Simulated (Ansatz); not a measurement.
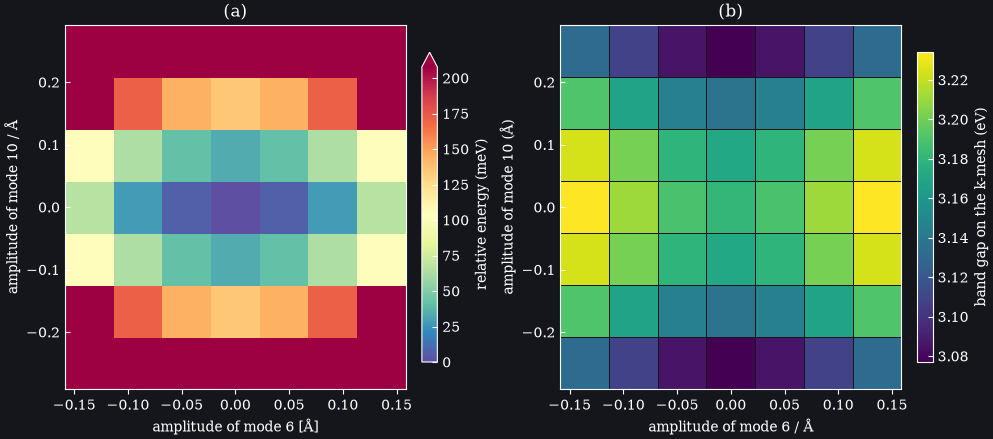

SrO (Fm-3m, No. 225; 4 atoms in the cell). 
- The energy is mapped over two normal modes frozen in (zone-centre modes of the 4-atom cell of this scan, which folds in the wave vector (0, 0, 1/2) of the primitive cell).
- Coordinates scanned: (1) amplitude of mode 6 (216 cm⁻¹), largest displacement; (2) amplitude of mode 10 (286 cm⁻¹), largest displacement.
- Nothing is relaxed (the cell and all other modes fixed).
- The grid has 7 × 7 points; 16 points were computed and 33 follow by symmetry.
- Points are written as (first, second).
- Energies: meV per cell, counted from the lowest grid point.
- Theory: DFT LDA, scalar-relativistic, plane waves, PAW (Ansatz 0.2.0). Settings: cutoff 520 eV, k-mesh 9×9×8 in the order of the run's cell vectors, gaussian smearing 0.05 eV, no spin polarisation.

Panel (a) is the energy and panel (b) the computed band gap on the k-mesh on the same grid.

Drawn: one coloured cell a grid point, one colour for all values above the top of the scale.

> How does the band gap on the k-mesh vary over the map, and what is it at the lowest grid point?

It runs from 3.08 eV at (0.000 Å, −0.250 Å) to 3.23 eV at (−0.136 Å, 0.000 Å). At the lowest grid point, (0.000 Å, 0.000 Å), it is 3.18 eV.

```csv
"second ↓, first →",−0.136,−0.091,−0.045,0.000,0.045,0.091,0.136
0.250,3.13,3.11,3.08,3.08,3.08,3.11,3.13
0.167,3.19,3.17,3.15,3.14,3.15,3.17,3.19
0.083,3.22,3.20,3.18,3.17,3.18,3.20,3.22
0.000,3.23,3.21,3.19,3.18,3.19,3.21,3.23
−0.083,3.22,3.20,3.18,3.17,3.18,3.20,3.22
−0.167,3.19,3.17,3.15,3.14,3.15,3.17,3.19
−0.250,3.13,3.11,3.08,3.08,3.08,3.11,3.13
```
